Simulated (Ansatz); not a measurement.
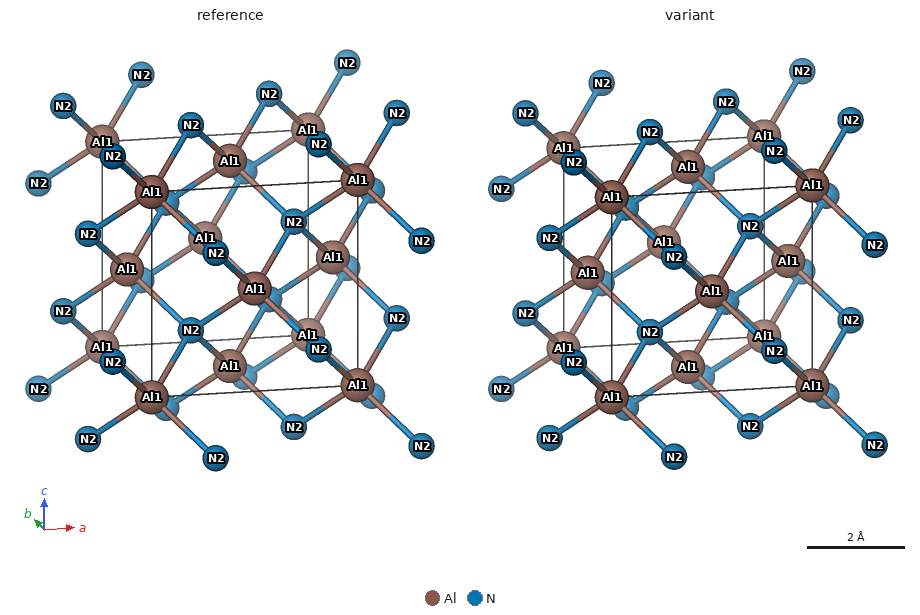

Left: a symmetric starting cell of AlN. Right: the same structure after one change, at the same scale. Style: ball-and-stick. Shown: the conventional cell (4 times the calculation's cell), slightly off an axis. Lengths and directions refer to the drawn axes.

Level of theory: DFT PBEsol, scalar-relativistic, plane waves, PAW in Ansatz. Set-up: plane-wave cutoff 420 eV; k-point mesh 10 × 10 × 10; occupations gaussian; smearing width 0.02 eV; no spin polarisation.

Question: Which change leads from the left to the right?

Answer: All lengths are scaled by −2.5 % (volume −7.4 %), the atoms keeping their fractional coordinates. No relaxation follows. The starting cell wasn't computed here and needn't be at equilibrium, so pressure and forces aren't due to the change alone.

Question: And its effect?

Answer: The pressure is 19.8 GPa (not all of it need come from the change, since the unchanged cell can be under pressure at this level too). All forces vanish by symmetry. Near-neighbour distances before and after: Al–N 1.891 → 1.843 Å. The space group stays F-43m (No. 216).
